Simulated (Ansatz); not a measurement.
In$_{16}$As$_{15}$ (cell with a defect)

Input file:

```
crystal:
  lattice:
    - [-6.1863269466, 6.1863269466, -6.1863269466]
    - [-6.1863269466, -6.1863269466, 6.1863269466]
    - [6.1863269466, 6.1863269466, 6.1863269466]
  atoms:
    - { symbol: In, position: [0.0, 0.25, 0.75] }
    - { symbol: In, position: [0.75, 0.5, 0.75] }
    - { symbol: In, position: [0.75, 0.25, 0.0] }
    - { symbol: In, position: [0.5, 0.75, 0.75] }
    - { symbol: In, position: [0.5, 0.5, 0.0] }
    - { symbol: In, position: [0.5, 0.25, 0.25] }
    - { symbol: In, position: [0.25, 0.0, 0.75] }
    - { symbol: In, position: [0.25, 0.75, 0.0] }
    - { symbol: In, position: [0.25, 0.5, 0.25] }
    - { symbol: In, position: [0.25, 0.25, 0.5] }
    - { symbol: In, position: [0.0, 0.0, 0.0] }
    - { symbol: In, position: [0.0, 0.75, 0.25] }
    - { symbol: In, position: [0.0, 0.5, 0.5] }
    - { symbol: In, position: [0.75, 0.0, 0.25] }
    - { symbol: In, position: [0.75, 0.75, 0.5] }
    - { symbol: In, position: [0.5, 0.0, 0.5] }
    - { symbol: As, position: [0.75, 0.25, 0.25] }
    - { symbol: As, position: [0.75, 0.0, 0.5] }
    - { symbol: As, position: [0.5, 0.5, 0.25] }
    - { symbol: As, position: [0.5, 0.25, 0.5] }
    - { symbol: As, position: [0.5, 0.0, 0.75] }
    - { symbol: As, position: [0.25, 0.75, 0.25] }
    - { symbol: As, position: [0.25, 0.5, 0.5] }
    - { symbol: As, position: [0.25, 0.25, 0.75] }
    - { symbol: As, position: [0.25, 0.0, 0.0] }
    - { symbol: As, position: [0.0, 0.75, 0.5] }
    - { symbol: As, position: [0.0, 0.5, 0.75] }
    - { symbol: As, position: [0.0, 0.25, 0.0] }
    - { symbol: As, position: [0.75, 0.75, 0.75] }
    - { symbol: As, position: [0.75, 0.5, 0.0] }
    - { symbol: As, position: [0.5, 0.75, 0.0] }
basis:
  ecutwfc: 420
  xc_grid: 2
kpoints:
  mp_grid: { grid: [3, 3, 3], shift: [0.0, 0.0, 0.0] }
hamiltonian:
  xc: pbe
scf:
  occupations: { method: gaussian, width: 0.1 }
output:
  forces: true
  stress: false
  eigenvalues: true
  write_density: true
  write_potential: true
  elf: true
  volumetric_format: npy
relax:
  adjacent_minimum: "off"
  f_tol: 0.025
  max_steps: 60
```

Run with:

```sh
ansatz run input.yaml --threads 8 --pin off --max-ram 22528MiB --backend cpu --events-out ev --progress --plain --runs-dir out
```

The fields are those of the relaxed geometry.

Computed without spin polarisation.

Level of theory: DFT PBE, scalar-relativistic, plane waves, PAW (Ansatz).

**What can the converged valence pseudo-density and electron localisation function tell about the bonding?**

In–As (2.68 Å): the density is about 0.39 e/Å³ at the midpoint; the ELF peaks at about 0.75 between the atoms.
In–As (2.71 Å): the density is about 0.36 e/Å³ at the midpoint; the ELF peaks at about 0.75 between the atoms.

**Does the calculation make it a metal, or give it a gap?**

It is gapless in this calculation (a metal or semimetal).

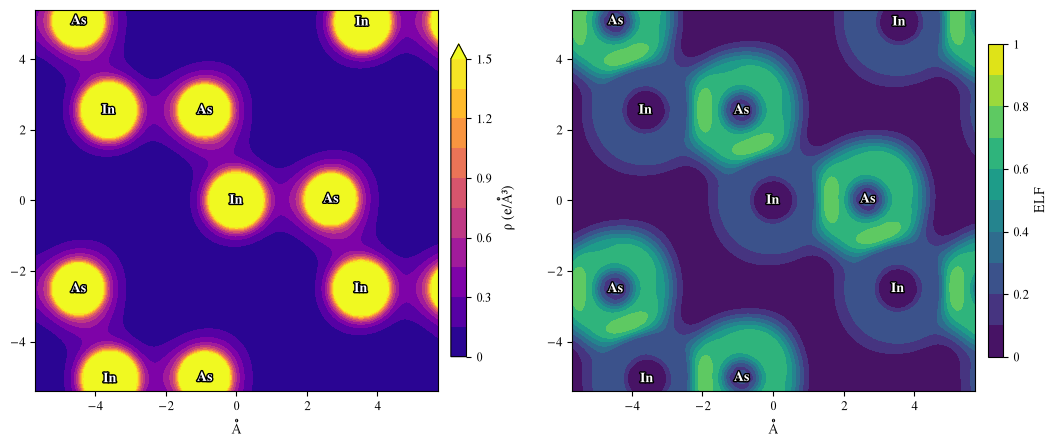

Computed valence pseudo-density and electron localisation function on the (001) plane of the calculation cell, in this order. 
